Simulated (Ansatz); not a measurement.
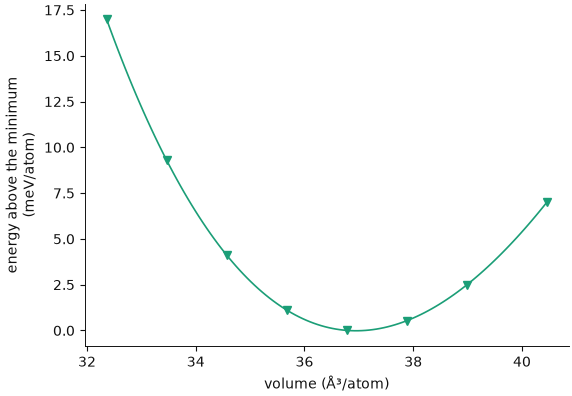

The figure shows the energy above the minimum against volume for Na, space group Im-3m (No. 229).

Starting cell:
```yaml
crystal:
  lattice:
    - [-2.09491, 2.09491, 2.09491]
    - [2.09491, -2.09491, 2.09491]
    - [2.09491, 2.09491, -2.09491]
  atoms:
    - { symbol: Na, position: [0.00000, 0.00000, 0.00000] }
```

Method: third-order Birch-Murnaghan fit to density functional energies at scaled volumes of the given relaxed cell, shape and atoms relaxed at each volume; energies count from the fitted minimum; plane waves with PAW datasets, Γ-centred k mesh (Ansatz 0.2.0). Level: PBE, no spin polarisation.

```json
{"setting": "wave cutoff", "value": "420 eV"}
{"setting": "k mesh", "value": "14×14×14"}
{"setting": "occupations", "value": "Gaussian"}
{"setting": "smearing width", "value": "0.1 eV"}
```

From this curve and the settings, what does the calculation give for the pressure at the same points?

The pressure falls from 1.32 GPa at volume 32.362 Å³/atom to −0.59 GPa at 40.453 Å³/atom, and changes sign near 37.0 Å³/atom.

```
volume (Å³/atom)  pressure (GPa)
          32.362            1.32
          33.466            0.93
          34.569            0.59
          35.672            0.29
          36.775            0.04
          37.879           -0.18
          38.982           -0.38
          40.453           -0.59
```
